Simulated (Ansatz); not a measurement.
```
CELL_PARAMETERS angstrom
-4.64328 4.64328 -5.92776
-4.64328 -4.64328 5.92776
4.64328 4.64328 5.92776
ATOMIC_POSITIONS crystal
Ti 0.98839 0.49338 0.49480
Ti 0.00290 0.75349 0.75548
Ti 0.50007 0.00677 0.49304
Ti 0.50579 0.24637 0.76572
Ti 0.49951 0.52139 0.97793
Ti 0.50579 0.73985 0.25922
Ti 0.99553 0.99709 0.99823
Ti 0.00292 0.24721 0.24919
Ti 0.50084 0.37196 0.41495
Ti 0.48979 0.63385 0.61348
Ti 0.00563 0.87647 0.37822
Ti 0.00099 0.12486 0.62613
Ti 0.00096 0.37447 0.87591
Ti 0.00560 0.62719 0.12877
Ti 0.48979 0.87610 0.85578
Ti 0.50082 0.08574 0.12868
O 0.49739 0.58778 0.39930
O 0.99789 0.84790 0.14982
O 0.00161 0.10057 0.40175
O 0.00061 0.34966 0.65079
O 0.00159 0.59972 0.90090
O 0.50853 0.86001 0.64838
O 0.49739 0.09791 0.90940
O 0.79637 0.52478 0.52041
O 0.80708 0.77957 0.77463
O 0.30669 0.03120 0.52751
O 0.30781 0.27824 0.79019
O 0.30783 0.51749 0.02941
O 0.30669 0.77900 0.27531
O 0.80710 0.03229 0.02735
O 0.79637 0.27582 0.27144
O 0.50012 0.16081 0.33911
O 0.49914 0.40853 0.61599
O 0.00454 0.65604 0.34834
O 0.00101 0.90450 0.59623
O 0.99449 0.15111 0.84322
O 0.00102 0.40461 0.09635
O 0.50348 0.66032 0.84297
O 0.49914 0.88302 0.09048
O 0.20283 0.22719 0.22342
O 0.19466 0.47736 0.47084
O 0.69302 0.70976 0.22333
O 0.69459 0.97319 0.46737
O 0.69460 0.22706 0.72123
O 0.69303 0.46951 0.98311
O 0.19466 0.72367 0.71715
O 0.20282 0.97925 0.97549
```

Computed without spin polarisation.

Method: DFT PBE, scalar-relativistic, plane waves, PAW in Ansatz.

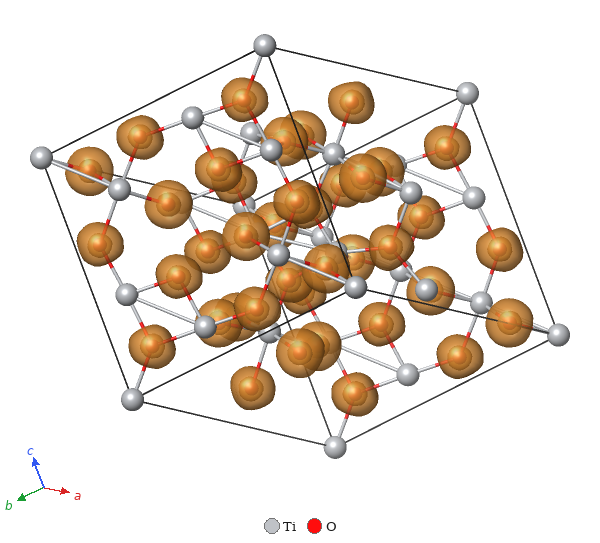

Ti₁₆O₃₁ (cell with a defect). Isosurface of the electron localisation function at 0.75 (orange), seen at an oblique angle. Only the valence region is drawn (cores and ρ < 0.01 e/Å³ removed). Sticks mark near contacts.

> What do the ELF domains correspond to?

The ELF exceeds this value in 31 regions wrapped around O (the valence shell of each), counted in one cell of 47 atoms. Regions shared between cells count once.

Values along the shortest contacts:
Ti–O (1.78 Å): the ELF peaks at about 0.80 in the valence shell of O, 0.5 Å from its nucleus, and is about 0.30 at the midpoint. Ti–Ti (2.83 Å): the ELF is about 0.10 at the midpoint: no localised pair shows between them.
